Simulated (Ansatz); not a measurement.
**WS$_{2}$: a changed input and its effect**

System: WS$_{2}$ (P6₃/mmc, 6 atoms in the cell).
Method of the first run: DFT r2SCAN, scalar-relativistic, plane waves, PAW, no spin polarisation (Ansatz 0.2.0).

The structure derives from a Materials Project entry. Text and figures count atoms from 1; the logs count them from 0 in places.

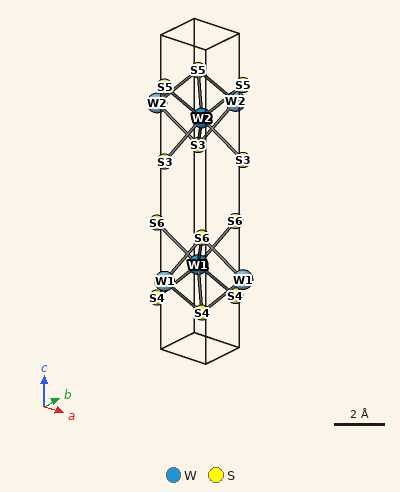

Figure 1. The structure (ball-and-stick view of the cell of the calculation, seen slightly off an axis; neighbours outside the cell are drawn fainter; atoms are numbered from 1 in the order of the input). Near neighbours in the crystal (not all of them lie inside the picture): W has 6 S at 2.41 Å; S has 3 W at 2.41 Å.

**The input, the first run**
```yaml
crystal:
  lattice:
    - [3.1816189153, 0.0, 0.0]
    - [-1.5908094576, 2.7553628058, 0.0]
    - [0.0, 0.0, 13.0673801601]
  atoms:
    - { symbol: W, position: [0.3333333333, 0.6666666667, 0.25] }
    - { symbol: W, position: [0.6666666667, 0.3333333333, 0.75] }
    - { symbol: S, position: [0.3333333333, 0.6666666667, 0.6306574699] }
    - { symbol: S, position: [0.6666666667, 0.3333333333, 0.1306574699] }
    - { symbol: S, position: [0.3333333333, 0.6666666667, 0.8693425301] }
    - { symbol: S, position: [0.6666666667, 0.3333333333, 0.3693425301] }
basis:
  ecutwfc: 500
kpoints:
  mp_grid: { grid: [12, 12, 2] }
  band_path: { path: [VBM, CBM], npoints: 2 }
hamiltonian:
  xc: r2scan
scf:
  occupations: { method: gaussian, width: 0.02 }
output:
  forces: true
  stress: true
  eigenvalues: true
checkpoint:
  read: start.run
  write: ck
  compress: false
  write_wavefunctions: false
  write_every: 100000
```

Command:
```bash
ansatz run input.yaml --threads 1 --pin off --max-ram 2560MiB --backend cpu --events-out ev --progress --plain --runs-dir out
```

Hardware: 1 thread of Arm Neoverse V1, 24 GiB of memory available, shared host.

**Output, shortened to warnings, some set-up lines, iterations and results (the first run)**
```
Basis set: ecut = 500 eV, 2897 PW (Γ), exchange–correlation on 96×96×384 points (64 copies of the dense FFT grid, shifted against one another)
Symmetry: 24 space group operations
k-points: 38 of 288
Initial density: read from a saved state, or passed on in memory by an earlier SCF of this step, an earlier step, the calling program or the single point that the run made first
[...]
SCF iter   1: F=—  HF=-24423.306235 eV  |F-HF|=—  |Δ(HF+E_count)|=         —  Δρ=3.56e-6  dr2=1.18e-8  dr2_τ=1.27e-9  ethr=2.23e-7  ⟨swp⟩=4.1  Hψ=9425  notcnv=0
SCF iter   2: F=—  HF=-24423.306239 eV  |F-HF|=—  |Δ(HF+E_count)|=   4.05e-6  Δρ=2.03e-6  dr2=3.22e-9  dr2_τ=2.88e-10  ethr=2.27e-11  ⟨swp⟩=8.1  Hψ=5947  notcnv=0
SCF iter   3: F=-24423.306239 eV  HF=-24423.306239 eV  |F-HF|=1.18e-9  |Δ(HF+E_count)|=   3.90e-9  Δρ=9.88e-7  dr2=8.64e-10  dr2_τ=6.62e-11  ethr=6.19e-12  ⟨swp⟩=1.6  Hψ=3369 …
SCF 1 converged in 3 iterations: F = -24423.306239 eV  dr2 = 8.64e-10
NSCF: frozen V_eff on 28 k-points
NSCF: frozen V_eff on 28 k-points
NSCF: frozen V_eff on 28 k-points
NSCF: frozen V_eff on 5 k-points
NSCF: frozen V_eff on 13 k-points
NSCF: frozen V_eff on 13 k-points
NSCF: frozen V_eff on 13 k-points
NSCF: frozen V_eff on 11 k-points
NSCF: frozen V_eff on 13 k-points
NSCF: frozen V_eff on 7 k-points
NSCF: frozen V_eff on 3 k-points
SCF converged after 3 iterations
Free energy (F): -24423.306239 eV
Harris-Foulkes:  -24423.306239 eV  (|F-HF|=1.18e-9)
Internal energy: -24423.306239 eV  (E = F + TS)
E sigma→0 (E₀):  -24423.306239 eV
Fermi energy:    10.947444 eV
--- Per-component energies (eV) ---
  E_band       = -475.228574
  E_kinetic    = 1332.605677
  E_local      = -4053.757372  (includes V_loc(G=0)·N_el)
  E_nonlocal   = 115.464936
  E_hartree    = 1636.325662
  E_xc         = -866.381348
  E_vxc        = -899.650823  (∫ρ·V_xc dr)
  E_paw        = -19624.361839  (= ΣΔE_a)
  E_vpaw       = -287.144547  (= ΣTr[D̂ρ^β])
  E_aug_tail   = -0.000096  (compensation charges beyond the density's cutoff)
  E_vtau       = 44.602697  (kinetic-family band-sum trace: ∫τ·v_τ [+ j·A + Jᵃ·Aᵃ] dr)
  E_ewald      = -2961.586895
  E_core_change = -1.614965  (= ΣΔE_core)
  E_smearing   = -0.000000  (= −TS)
  E_closure    = 0.000000  (closes the sum)
  Σ components = -24423.306239   (vs F -24423.306239, Δ=0.00e0)
--- Forces (eV/Å), atoms counted from 1 ---
  atom   1  W      0.00000000     0.00000000     0.00000000
  atom   2  W      0.00000000    -0.00000000    -0.00000000
  atom   3  S     -0.00000000     0.00000000     0.00036294
  atom   4  S      0.00000000    -0.00000000     0.00036294
  atom   5  S     -0.00000000     0.00000000    -0.00036294
  atom   6  S      0.00000000    -0.00000000    -0.00036294
  max |Σ_I F_I| component: 6.94e-18 eV/Å
--- Stress (GPa, compression-positive) ---
       -0.000960      -0.000000      -0.000000
       -0.000000      -0.000960      -0.000000
       -0.000000      -0.000000       0.002404
  P = ⅓ Tr σ = 0.0002 GPa (0.002 kbar)
```

The input of the second run differs as follows (lines with − go, lines with + come):
```diff
-    - [3.1816189153, 0.0, 0.0]
-    - [-1.5908094576, 2.7553628058, 0.0]
-    - [0.0, 0.0, 13.0673801601]
+    - [2.9907217804, 0.0, 0.0]
+    - [-1.4953608902, 2.5900410374, 0.0]
+    - [0.0, 0.0, 13.4344095801]
-    - { symbol: S, position: [0.3333333333, 0.6666666667, 0.6306574699] }
-    - { symbol: S, position: [0.6666666667, 0.3333333333, 0.1306574699] }
-    - { symbol: S, position: [0.3333333333, 0.6666666667, 0.8693425301] }
-    - { symbol: S, position: [0.6666666667, 0.3333333333, 0.3693425301] }
+    - { symbol: S, position: [0.3333333333, 0.6666666667, 0.6287103519] }
+    - { symbol: S, position: [0.6666666667, 0.3333333333, 0.1287103519] }
+    - { symbol: S, position: [0.3333333333, 0.6666666667, 0.8712896481] }
+    - { symbol: S, position: [0.6666666667, 0.3333333333, 0.3712896481] }
```

What does this change do to the results?

With the same functional and potentials, the second run lies 142.0 meV per atom higher. The gap on the mesh goes from 1.37 to 1.45 eV. The pressure goes from 0.00 to 14.59 GPa. The volume per atom goes from 19.09 to 17.34 Å³. The plane waves at Γ go from 2897 to 2677.

**Output, shortened to warnings, some set-up lines, iterations and results (the second run)**
```
Basis set: ecut = 500 eV, 2677 PW (Γ), exchange–correlation on 96×96×400 points (64 copies of the dense FFT grid, shifted against one another)
Symmetry: 24 space group operations
k-points: 38 of 288
Initial density: read from a saved state, or passed on in memory by an earlier SCF of this step, an earlier step, the calling program or the single point that the run made first
[...]
SCF iter   1: F=—  HF=-24422.454290 eV  |F-HF|=—  |Δ(HF+E_count)|=         —  Δρ=1.81e-6  dr2=7.58e-9  dr2_τ=2.76e-10  ethr=8.30e-7  ⟨swp⟩=3.3  Hψ=9197  notcnv=0
SCF iter   2: F=—  HF=-24422.454290 eV  |F-HF|=—  |Δ(HF+E_count)|=   7.45e-7  Δρ=2.04e-6  dr2=2.63e-8  dr2_τ=6.09e-10  ethr=1.46e-11  ⟨swp⟩=8.7  Hψ=6793  notcnv=0
SCF iter   3: F=-24422.454290 eV  HF=-24422.454290 eV  |F-HF|=1.37e-9  |Δ(HF+E_count)|=   4.22e-9  Δρ=1.16e-6  dr2=2.10e-9  dr2_τ=2.58e-10  ethr=1.46e-11  ⟨swp⟩=2.3  Hψ=3798  …
SCF 1 converged in 3 iterations: F = -24422.454290 eV  dr2 = 2.10e-9
NSCF: frozen V_eff on 28 k-points
NSCF: frozen V_eff on 28 k-points
NSCF: frozen V_eff on 28 k-points
NSCF: frozen V_eff on 21 k-points
NSCF: frozen V_eff on 10 k-points
NSCF: frozen V_eff on 10 k-points
NSCF: frozen V_eff on 8 k-points
NSCF: frozen V_eff on 16 k-points
NSCF: frozen V_eff on 3 k-points
NSCF: frozen V_eff on 7 k-points
NSCF: frozen V_eff on 5 k-points
NSCF: frozen V_eff on 13 k-points
NSCF: frozen V_eff on 3 k-points
SCF converged after 3 iterations
Free energy (F): -24422.454290 eV
Harris-Foulkes:  -24422.454290 eV  (|F-HF|=1.37e-9)
Internal energy: -24422.454290 eV  (E = F + TS)
E sigma→0 (E₀):  -24422.454290 eV
Fermi energy:    12.014228 eV
--- Per-component energies (eV) ---
  E_band       = -399.299934
  E_kinetic    = 1348.331922
  E_local      = -4184.453789  (includes V_loc(G=0)·N_el)
  E_nonlocal   = 116.319256
  E_hartree    = 1735.719387
  E_xc         = -872.066467
  E_vxc        = -907.833408  (∫ρ·V_xc dr)
  E_paw        = -19625.252329  (= ΣΔE_a)
  E_vpaw       = -288.049435  (= ΣTr[D̂ρ^β])
  E_aug_tail   = -0.000104  (compensation charges beyond the density's cutoff)
  E_vtau       = 44.946222  (kinetic-family band-sum trace: ∫τ·v_τ [+ j·A + Jᵃ·Aᵃ] dr)
  E_ewald      = -2939.437203
  E_core_change = -1.614965  (= ΣΔE_core)
  E_smearing   = -0.000000  (= −TS)
  E_closure    = 0.000000  (closes the sum)
  Σ components = -24422.454290   (vs F -24422.454290, Δ=0.00e0)
--- Forces (eV/Å), atoms counted from 1 ---
  atom   1  W      0.00000000     0.00000000     0.00000000
  atom   2  W      0.00000000    -0.00000000     0.00000000
  atom   3  S      0.00000000    -0.00000000    -0.00024943
  atom   4  S     -0.00000000     0.00000000    -0.00024943
  atom   5  S      0.00000000    -0.00000000     0.00024943
  atom   6  S     -0.00000000     0.00000000     0.00024943
  max |Σ_I F_I| component: 2.31e-18 eV/Å
--- Stress (GPa, compression-positive) ---
       21.879079       0.000000       0.000000
        0.000000      21.879079       0.000000
        0.000000       0.000000       0.000149
  P = ⅓ Tr σ = 14.5861 GPa (145.861 kbar)
```

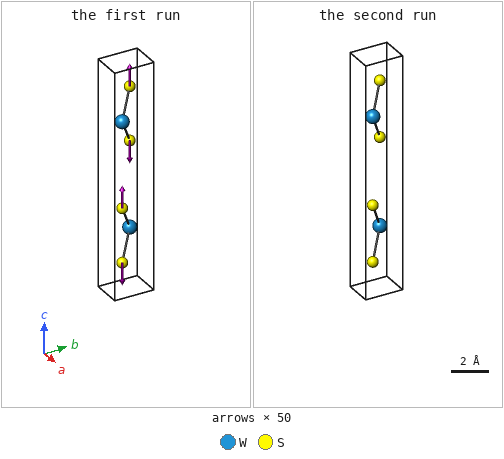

Figure 2. The two input geometries at one scale (ball-and-stick view of the cell of the calculation, seen at an oblique angle). The pink arrows on the first give the shifts of the atoms relative to the cell, with their mean removed, magnified 50 times. The largest moves relative to the cell, 0.026 Å, are those of S atoms. W stays in place. (The mean shift of all atoms is removed.) Cell: a = b 3.182 → 2.991 Å (−6.0 %), c 13.067 → 13.434 Å (+2.8 %). Volume −9.2 %. Among the contacts that change: S–W 2.410 → 2.374 Å.

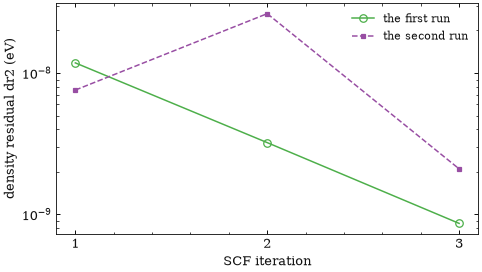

Figure 3. Convergence of the two runs: density residual dr2 against the SCF iteration. The first run takes 3 iterations in all, and the second run takes 3.

**The two runs side by side**

| quantity | the first run | the second run |
| --- | --- | --- |
| outcome | converged | converged |
| free energy per atom (eV) | −4070.5510 | −4070.4090 |
| gap on the mesh (eV) | 1.37 | 1.45 |
| pressure (GPa) | 0.00 | 14.59 |
| volume per atom (Å³) | 19.09 | 17.34 |
| largest force (eV/Å) | 0.000 | 0.000 |
| irreducible k-points | 38 | 38 |
| plane waves at Γ | 2897 | 2677 |
| wall time (shared host) | 43 s | 36 s |

For both runs: Spin–orbit coupling is left out, which matters for W.
